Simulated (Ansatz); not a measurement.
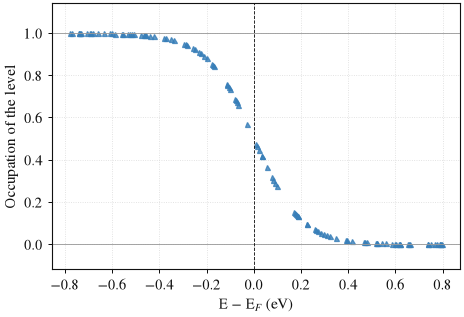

Occupations of the one-electron levels of the k mesh against their energy, from a run on Sb, space group P6_3/mmc, 2 atoms in the cell, with Ansatz.

### Which smearing scheme was used (Fermi-Dirac, Gaussian, Methfessel-Paxton or cold), and about what width?

Fermi-Dirac smearing with a width of 0.1 eV. The occupations stay between 0 and 1 and have long exponential tails; the slope at the Fermi level is 1/(4 × width).
